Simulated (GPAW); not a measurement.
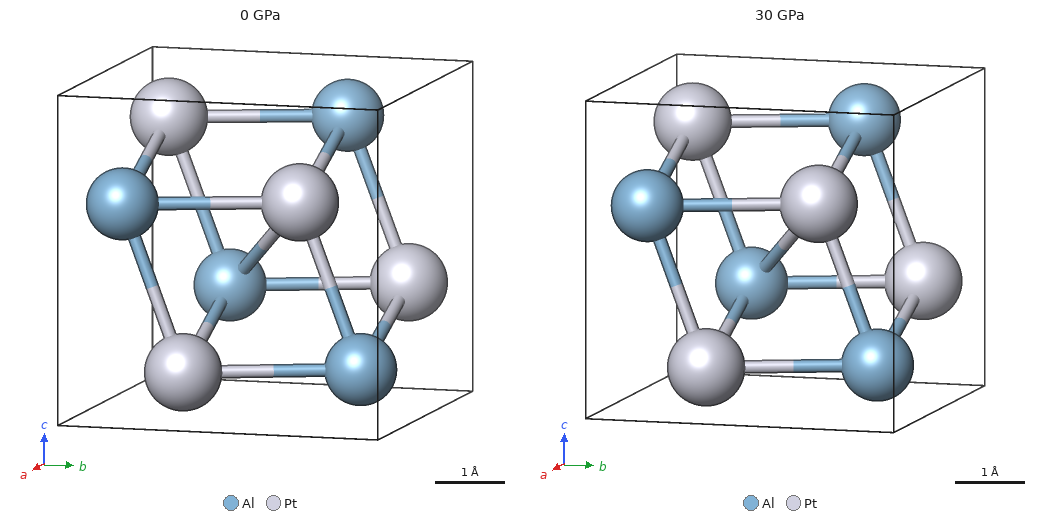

AlPt, space group P2₁3 (No. 198), relaxed (cell and atoms) under a series of hydrostatic pressures; the conventional cell is drawn at the lowest and the highest, to one scale (sticks follow a distance rule). The start was a structure listed in the Materials Project.

Alike in all runs: GPAW 26.7.0; functional PBEsol; potentials PAW data sets generated in the run's folder for this functional; cutoff 600 eV; k mesh 4 × 4 × 4 on the run's cell of 8 atoms; occupations fermi-dirac, width 0.05 eV; no spin polarisation; no spin-orbit coupling.

| pressure (GPa) | volume (Å³/atom) | a (Å) |
| --- | --- | --- |
| 0.0 | 14.476 | 4.874 |
| 2.1 | 14.331 | 4.858 |
| 5.0 | 14.138 | 4.836 |
| 10.0 | ? | ? |
| 20.1 | 13.324 | 4.741 |
| 29.9 | 12.908 | 4.692 |

What equation of state do the given rows imply, and what volume does it predict for the missing row?

Answer. The fit gives V0 = 14.48 Å³/atom, B0 = 200 GPa and B0′ = 4.6, which puts the volume at 10.0 GPa at 13.84 Å³/atom. The run gave volume 13.838 Å³/atom; a 4.802 Å.

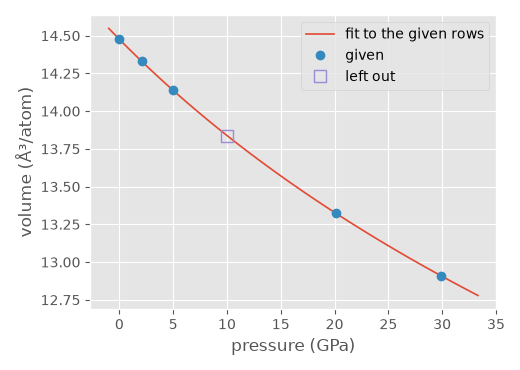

Volume against pressure, with the fit. The structure was kept in its own symmetry, so a change to another phase within this range wouldn't be seen.

Caveat: later steps reuse the first step's grids; spin-orbit coupling is left out, which matters for Pt, if less for volumes and forces than for levels.
